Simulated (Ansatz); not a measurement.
# C: what the fields show

Input file:

```
crystal:
  lattice:
    - [1.7699689495, 0.0, 0.0]
    - [0.0, 1.7699689495, 0.0]
    - [0.0, 0.0, 1.7699689495]
  atoms:
    - { symbol: C, position: [0.0, 0.0, 0.0] }
hamiltonian:
  xc: r2scan0
  pseudopotentials:
    kind: paw
    azcp:
      C: "pseudopotentials/C.paw.azcp"
basis:
  ecutwfc: 500
  fft_grid_basis: typed
kpoints:
  mp_grid: { grid: [9, 9, 9], shift: [0, 0, 0] }
magnetization:
  spin_polarized: false
scf:
  occupations: { method: fermi_dirac, width: 0.1 }
output:
  write_density: true
  write_potential: true
  elf: true
  volumetric_format: npy
```

Run with:

```sh
ansatz run input.yaml --threads 4 --pin off --max-ram 8192MiB --backend cpu --events-out ev --progress --plain --runs-dir out
```

Below, planes, directions and counts refer to the conventional cell (a = 1.77 Å, b = 1.77 Å, c = 1.77 Å, α = 90.00°, β = 90.00°, γ = 90.00°).

Space group Pm-3m; set up as C, simple cubic; a generated structure, not necessarily the stable one.

Level of theory: DFT, r2SCAN0, plane waves (500 eV) with PAW, scalar-relativistic in Ansatz 0.2.0.

The density is the valence pseudo-density of a PAW calculation; it isn't the true density close to the nuclei.

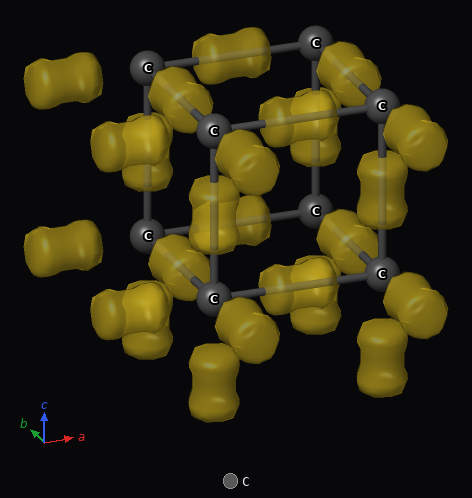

Figure 1. Isosurface of the electron localisation function at 0.75 (yellow), seen at an oblique angle. Only the valence region is drawn (cores and ρ < 0.01 e/Å³ removed). Sticks mark near contacts.

### Identify the bonds, lone pairs and shells in this picture.

At this value the surface marks out three regions between bonded C–C atoms, counted in one cell of 1 atoms. Any copies at cell faces, edges or corners count once.


C–C (1.77 Å): the ELF peaks at about 0.80 between the atoms.

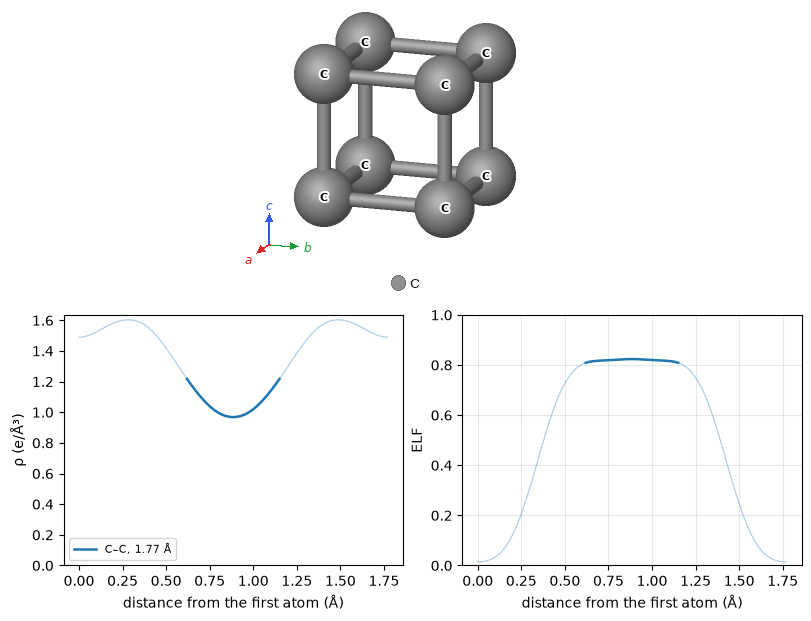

Figure 2. Valence charge density (pseudo) and ELF along straight lines between neighbouring atoms. Thin, pale parts lie inside the atomic spheres. The structure is drawn too.

### What can be read from the curves?

C–C (1.77 Å): ρ is about 0.97 e/Å³ halfway; the ELF peaks at about 0.80 between the atoms.

### Does the calculation give a band gap?

It is metallic or semimetallic at this level of theory: no gap opens.
